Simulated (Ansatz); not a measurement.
System: diamond-type Sn, space group Fd-3m (No. 227), 2 atoms in the primitive cell. The cell is scaled uniformly. Method: PBE, Ansatz PAW, no spin polarisation, no spin-orbit coupling, 7×7×7 k mesh, 420 eV cutoff, Fermi-Dirac smearing of 0.05 eV (Ansatz 0.2.0).

At a = 6.467 Å the lowest conduction level lies −0.65 eV (Γ) above the valence top at Γ.

Question: How does this level move from a = 6.335 Å to a = 6.552 Å?

Answer: Γ falls by 0.72 eV. A straight line against ln V has a slope of −7.1 eV at Γ.

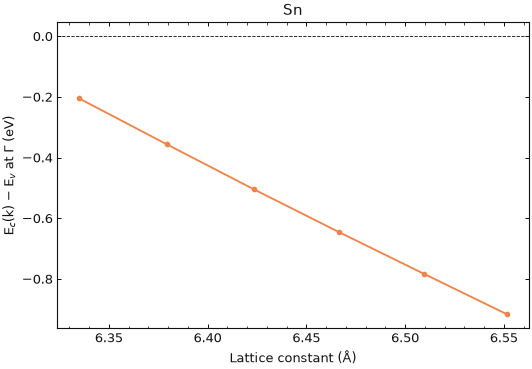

Lowest conduction level at Γ, counted from the valence-band top at Γ. A negative value at Γ means that the s-like level, then filled, lies under the p-like triplet: the bands are inverted and there is no gap.

| cell | Γ (eV) | pressure (GPa) |
| --- | --- | --- |
| a = 6.335 Å | −0.20 | 7.6 |
| a = 6.379 Å | −0.36 | 6.2 |
| a = 6.423 Å | −0.50 | 5.0 |
| a = 6.467 Å | −0.65 | 3.8 |
| a = 6.510 Å | −0.78 | 2.8 |
| a = 6.552 Å | −0.92 | 1.9 |

Spin-orbit coupling is left out, which matters for Sn. This isn't the form of Sn at room conditions, which is tetragonal (white tin).
